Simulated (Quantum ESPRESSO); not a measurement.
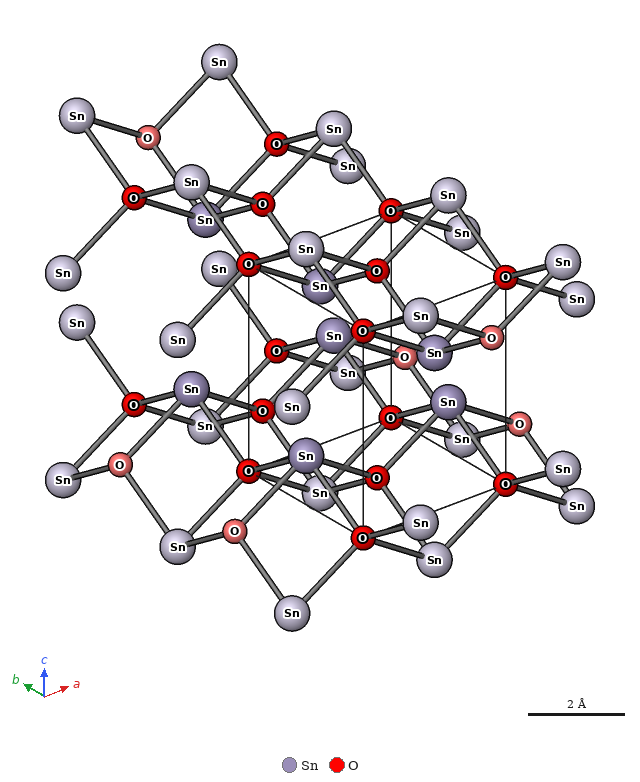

Figure 1. The input geometry (ball-and-stick view of the cell of the calculation, repeated 1 × 2 × 1, seen at an oblique angle; neighbours outside the cell are drawn fainter). An atom can appear more than once, as a periodic image. Near neighbours in the periodic cell (some may lie outside the picture): Sn has 4 O at 2.23 Å; O has 4 Sn at 2.23 Å.

## Relaxation of cell and atoms, with input and output: SnO (part 1 of 2)

SnO (4 atoms in the cell), computed with Kohn-Sham DFT of a periodic cell, PBEsol, GBRV 1.5 PBEsol, no spin polarisation (Quantum ESPRESSO 7.5).

The structure derives from a Materials Project entry.

The program's output:
```
This program is part of the open-source Quantum ESPRESSO suite
     for quantum simulation of materials; please cite
         "P. Giannozzi et al., J. Phys.:Condens. Matter 21 395502 (2009);
         "P. Giannozzi et al., J. Phys.:Condens. Matter 29 465901 (2017);
         "P. Giannozzi et al., J. Chem. Phys. 152 154105 (2020);
          URL
     in publications or presentations arising from this work. More details at

     Message from routine setup:
     using ibrav=0 with symmetry is DISCOURAGED, use correct ibrav instead

     K-points division:     npool     =       2
     Subspace diagonalization in iterative solution of the eigenvalue problem:
     a serial algorithm will be used

     G-vector sticks info
     --------------------
     sticks:   dense  smooth     PW     G-vecs:    dense   smooth      PW
     Sum        2593    1305    373               126881    44595    6807

     Using Slab Decomposition

     bravais-lattice index     =            0
     lattice parameter (alat)  =       7.2068  a.u.
     unit-cell volume          =     479.6486 (a.u.)^3
     number of atoms/cell      =            4
     number of atomic types    =            2
     number of electrons       =        40.00
     number of Kohn-Sham states=           28
     kinetic-energy cutoff     =      78.0000  Ry
     charge density cutoff     =     626.0000  Ry
     scf convergence threshold =      8.0E-10
     mixing beta               =       0.5000
     number of iterations used =            8  plain     mixing
     energy convergence thresh.=      1.0E-05
     force convergence thresh. =      4.0E-04
     press convergence thresh. =      3.0E-01
     Exchange-correlation= SLA  PW   PSX  PSC
                           (   1   4  10   8   0   0   0)
     nstep                     =           40

     celldm(1)=   7.206839  celldm(2)=   0.000000  celldm(3)=   0.000000
     celldm(4)=   0.000000  celldm(5)=   0.000000  celldm(6)=   0.000000

     crystal axes: (cart. coord. in units of alat)
               a(1) = (   1.000000   0.000000   0.000000 )
               a(2) = (   0.000000   1.000000   0.000000 )
               a(3) = (   0.000000   0.000000   1.281412 )

     reciprocal axes: (cart. coord. in units 2 pi/alat)
               b(1) = (  1.000000  0.000000  0.000000 )
               b(2) = (  0.000000  1.000000  0.000000 )
               b(3) = (  0.000000  0.000000  0.780389 )

     PseudoPot. # 1 for Sn read from file:
     sn_pbesol_v1.4.uspp.F.UPF
     Pseudo is Ultrasoft + core correction, Zval = 14.0
     Generated by new atomic code, or converted to UPF format
     Using radial grid of  891 points,  6 beta functions with:
                l(1) =   0
                l(2) =   0
                l(3) =   1
                l(4) =   1
                l(5) =   2
                l(6) =   2
     Q(r) pseudized with  8 coefficients,  rinner =    1.350   1.350   1.350
                                                       1.350   1.350

     PseudoPot. # 2 for O  read from file:
     o_pbesol_v1.2.uspp.F.UPF
     Pseudo is Ultrasoft + core correction, Zval =  6.0
     Generated by new atomic code, or converted to UPF format
     Using radial grid of  737 points,  5 beta functions with:
                l(1) =   0
                l(2) =   0
                l(3) =   1
                l(4) =   1
                l(5) =   2
     Q(r) pseudized with  8 coefficients,  rinner =    0.900   0.900   0.900
                                                       0.900   0.900

     atomic species   valence    mass     pseudopotential
     Sn               14.00   118.71000     Sn( 1.00)
     O                 6.00    15.99900     O ( 1.00)

     16 Sym. Ops., with inversion, found ( 8 have fractional translation)

   Cartesian axes

     site n.     atom                  positions (alat units)
         1        Sn     tau(   1) = (   0.5000000   0.0000000   0.9798008  )
         2        Sn     tau(   2) = (   0.0000000   0.5000000   0.3016108  )
         3        O      tau(   3) = (   0.0000000   0.0000000   0.0000000  )
         4        O      tau(   4) = (   0.5000000   0.5000000   0.0000000  )

     number of k points=    18  Fermi-Dirac smearing, width (Ry)=  0.0037
                       cart. coord. in units 2pi/alat
        k(    1) = (   0.0000000   0.0000000   0.0000000), wk =   0.0200000
        k(    2) = (   0.0000000   0.0000000   0.1950973), wk =   0.0400000
        k(    3) = (   0.0000000   0.0000000  -0.3901947), wk =   0.0200000
        k(    4) = (   0.0000000   0.2000000   0.0000000), wk =   0.0800000
        k(    5) = (   0.0000000   0.2000000   0.1950973), wk =   0.1600000
        k(    6) = (   0.0000000   0.2000000  -0.3901947), wk =   0.0800000
        k(    7) = (   0.0000000   0.4000000   0.0000000), wk =   0.0800000
        k(    8) = (   0.0000000   0.4000000   0.1950973), wk =   0.1600000
        k(    9) = (   0.0000000   0.4000000  -0.3901947), wk =   0.0800000
        k(   10) = (   0.2000000   0.2000000   0.0000000), wk =   0.0800000
        k(   11) = (   0.2000000   0.2000000   0.1950973), wk =   0.1600000
        k(   12) = (   0.2000000   0.2000000  -0.3901947), wk =   0.0800000
        k(   13) = (   0.2000000   0.4000000   0.0000000), wk =   0.1600000
        k(   14) = (   0.2000000   0.4000000   0.1950973), wk =   0.3200000
        k(   15) = (   0.2000000   0.4000000  -0.3901947), wk =   0.1600000
        k(   16) = (   0.4000000   0.4000000   0.0000000), wk =   0.0800000
        k(   17) = (   0.4000000   0.4000000   0.1950973), wk =   0.1600000
        k(   18) = (   0.4000000   0.4000000  -0.3901947), wk =   0.0800000

     Dense  grid:   126881 G-vectors     FFT dimensions: (  60,  60,  75)

     Smooth grid:    44595 G-vectors     FFT dimensions: (  48,  48,  54)

     Initial potential from superposition of free atoms

     starting charge      37.9999, renormalised to      40.0000
     Starting wfcs are   26 randomized atomic wfcs +    2 random wfcs

     Self-consistent Calculation

     iteration #  1     ecut=    78.00 Ry     beta= 0.50
     Davidson diagonalization with overlap
     ethr =  1.00E-02,  avg # of iterations =  6.3

     total energy              =    -382.08597040 Ry
     estimated scf accuracy    <       1.33122778 Ry

     iteration #  2     ecut=    78.00 Ry     beta= 0.50
     Davidson diagonalization with overlap
     ethr =  3.33E-03,  avg # of iterations =  2.1

     total energy              =    -382.33687573 Ry
     estimated scf accuracy    <       0.18291331 Ry

     iteration #  3     ecut=    78.00 Ry     beta= 0.50
     Davidson diagonalization with overlap
     ethr =  4.57E-04,  avg # of iterations =  2.3

     total energy              =    -382.38141349 Ry
     estimated scf accuracy    <       0.07458327 Ry

     iteration #  4     ecut=    78.00 Ry     beta= 0.50
     Davidson diagonalization with overlap
     ethr =  1.86E-04,  avg # of iterations =  1.7

     total energy              =    -382.39312392 Ry
     estimated scf accuracy    <       0.00217798 Ry

     iteration #  5     ecut=    78.00 Ry     beta= 0.50
     Davidson diagonalization with overlap
     ethr =  5.44E-06,  avg # of iterations =  4.6

     total energy              =    -382.39367788 Ry
     estimated scf accuracy    <       0.00019327 Ry

     iteration #  6     ecut=    78.00 Ry     beta= 0.50
     Davidson diagonalization with overlap
     ethr =  4.83E-07,  avg # of iterations =  3.1

     total energy              =    -382.39373647 Ry
     estimated scf accuracy    <       0.00001179 Ry

     iteration #  7     ecut=    78.00 Ry     beta= 0.50
     Davidson diagonalization with overlap
     ethr =  2.95E-08,  avg # of iterations =  3.6

     total energy              =    -382.39374200 Ry
     estimated scf accuracy    <       0.00000421 Ry

     iteration #  8     ecut=    78.00 Ry     beta= 0.50
     Davidson diagonalization with overlap
     ethr =  1.05E-08,  avg # of iterations =  2.0

     total energy              =    -382.39374295 Ry
     estimated scf accuracy    <       0.00000012 Ry

     iteration #  9     ecut=    78.00 Ry     beta= 0.50
     Davidson diagonalization with overlap
     ethr =  3.12E-10,  avg # of iterations =  4.6

     total energy              =    -382.39374303 Ry
     estimated scf accuracy    <       0.00000005 Ry

     iteration # 10     ecut=    78.00 Ry     beta= 0.50
     Davidson diagonalization with overlap
     ethr =  1.25E-10,  avg # of iterations =  2.0

     total energy              =    -382.39374303 Ry
     estimated scf accuracy    <          7.2E-09 Ry

[... 80 further cycles ...]
     iteration #  5     ecut=    78.00 Ry     beta= 0.50
     Davidson diagonalization with overlap
     ethr =  5.97E-06,  avg # of iterations =  3.1

     total energy              =    -382.38628135 Ry
     estimated scf accuracy    <       0.00013890 Ry

     iteration #  6     ecut=    78.00 Ry     beta= 0.50
     Davidson diagonalization with overlap
     ethr =  3.47E-07,  avg # of iterations =  3.7

     total energy              =    -382.38633211 Ry
     estimated scf accuracy    <       0.00002498 Ry

     iteration #  7     ecut=    78.00 Ry     beta= 0.50
     Davidson diagonalization with overlap
     ethr =  6.24E-08,  avg # of iterations =  2.1

     total energy              =    -382.38633896 Ry
     estimated scf accuracy    <       0.00000315 Ry

     iteration #  8     ecut=    78.00 Ry     beta= 0.50
     Davidson diagonalization with overlap
     ethr =  7.87E-09,  avg # of iterations =  2.2

     total energy              =    -382.38633940 Ry
     estimated scf accuracy    <       0.00000032 Ry

     iteration #  9     ecut=    78.00 Ry     beta= 0.50
     Davidson diagonalization with overlap
     ethr =  7.90E-10,  avg # of iterations =  4.1

     total energy              =    -382.38633952 Ry
     estimated scf accuracy    <       0.00000026 Ry

     iteration # 10     ecut=    78.00 Ry     beta= 0.50
     Davidson diagonalization with overlap
     ethr =  6.60E-10,  avg # of iterations =  2.0

     total energy              =    -382.38633954 Ry
     estimated scf accuracy    <       0.00000001 Ry

     iteration # 11     ecut=    78.00 Ry     beta= 0.50
     Davidson diagonalization with overlap
     ethr =  3.17E-11,  avg # of iterations =  4.0

     total energy              =    -382.38633955 Ry
     estimated scf accuracy    <          4.9E-09 Ry

     iteration # 12     ecut=    78.00 Ry     beta= 0.50
     Davidson diagonalization with overlap
     ethr =  1.23E-11,  avg # of iterations =  2.0

     total energy              =    -382.38633955 Ry
     estimated scf accuracy    <          1.5E-10 Ry

     iteration # 13     ecut=    78.00 Ry     beta= 0.50
     Davidson diagonalization with overlap
     ethr =  3.64E-13,  avg # of iterations =  3.8

     total energy              =    -382.38633955 Ry
     estimated scf accuracy    <          7.6E-11 Ry

     iteration # 14     ecut=    78.00 Ry     beta= 0.50
     Davidson diagonalization with overlap
     ethr =  1.91E-13,  avg # of iterations =  2.0

     End of self-consistent calculation

          k = 0.0000 0.0000 0.0000 (  4815 PWs)   bands (ev):

   -10.3889  -9.9097  -9.9097  -9.8691  -9.8501  -9.8424  -9.7466  -9.7404
    -9.7219  -9.7219  -8.8287  -5.7771   4.0223   4.2381   5.1024   5.1024
     8.0916   8.4958   8.4958  11.9024  14.5317  15.9877  15.9877  17.4148
    18.2156  18.2156  18.3364  18.4580

          k = 0.0000 0.0000 0.2154 (  4820 PWs)   bands (ev):

   -10.3629  -9.8954  -9.8853  -9.8853  -9.8367  -9.8283  -9.7579  -9.7546
    -9.7514  -9.7514  -8.7810  -5.7788   2.2692   5.2238   5.2238   6.7211
     8.0216   8.4877   8.4877  11.6138  13.6247  14.7526  14.7526  16.3548
    19.0159  19.3864  19.7927  19.7927

          k = 0.0000 0.0000-0.4307 (  4824 PWs)   bands (ev):

   -10.3335  -9.9248  -9.8339  -9.8339  -9.8161  -9.8081  -9.8081  -9.8022
    -9.7807  -9.7764  -8.7323  -5.7804   1.5830   5.3537   5.3537   7.9540
     8.4749   8.4749   9.4614   9.5849  13.5980  14.0061  14.0061  15.1507
    19.6979  20.8996  20.8996  20.9536

          k = 0.0000 0.2043 0.0000 (  4858 PWs)   bands (ev):
```
